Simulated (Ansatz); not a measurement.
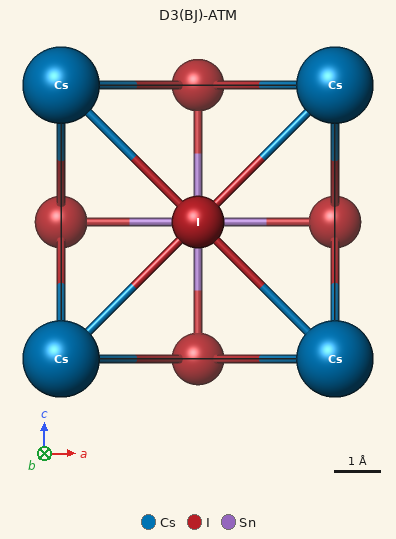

Solid CsSnI$_{3}$ (set up in Pm-3m), relaxed (cell and atoms) with several dispersion corrections. The picture shows the result with D3(BJ)-ATM. Style: ball-and-stick. Shown: the cell of the calculation, along the b axis.

Computed with Ansatz 0.2.0: PBEsol, Ansatz PAW. Settings: plane-wave cutoff 420 eV; k-point mesh 5 × 5 × 5; occupations fermi-dirac; smearing width 0.05 eV; no spin polarisation; cell and atoms relaxed; force threshold 0.01 eV/Å.

```csv
dispersion correction,volume (Å³/atom),a (Å)
D3(BJ)-ATM,43.840,6.029
D3(BJ),43.668,6.022
none,45.733,6.115
D4,?,?
```

One row is withheld. What does the calculation give there?

With D4 the volume falls between D3(BJ)-ATM (43.840) and none (45.733). The calculation gives 45.334 Å³/atom (a = 6.097 Å). In order of volume: D3(BJ) < D3(BJ)-ATM < D4 < none; the spread is 4.7 %.

Each member starts from this one structure; whether another phase lies lower wasn't checked.
